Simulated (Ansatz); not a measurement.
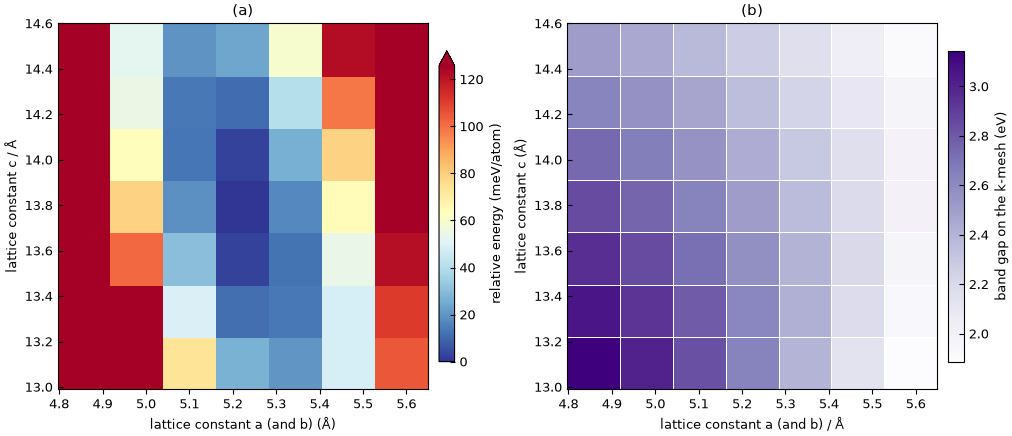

LiNbO3 (R-3c, No. 167; 10 atoms in the cell). The energy is mapped over the lattice constants a and c of the conventional cell. First axis: lattice constant a (and b). Second axis: lattice constant c. Nothing is relaxed (fractional coordinates fixed). The scan uses a 7 × 7 grid. Energies are in meV/atom, from the lowest grid point. These are results of Ansatz, DFT PBE, scalar-relativistic, plane waves, PAW, not measurements. Settings: cutoff 520 eV, k-mesh 6×6×6, gaussian smearing 0.05 eV, no spin polarisation.

Panel (a) is the energy and panel (b) the computed band gap on the k-mesh on the same grid.

The picture shows one coloured cell a grid point, one colour for all values above the top of the scale.

How does the band gap on the k-mesh vary over the map, and what is it at the lowest grid point?

It runs from 1.89 eV at lattice constant a (and b) = 5.589 Å, lattice constant c = 13.106 Å to 3.14 eV at lattice constant a (and b) = 4.857 Å, lattice constant c = 13.106 Å. At the lowest grid point, lattice constant a (and b) = 5.223 Å, lattice constant c = 13.795 Å, it is 2.51 eV.

PAW datasets: the set soft_1.
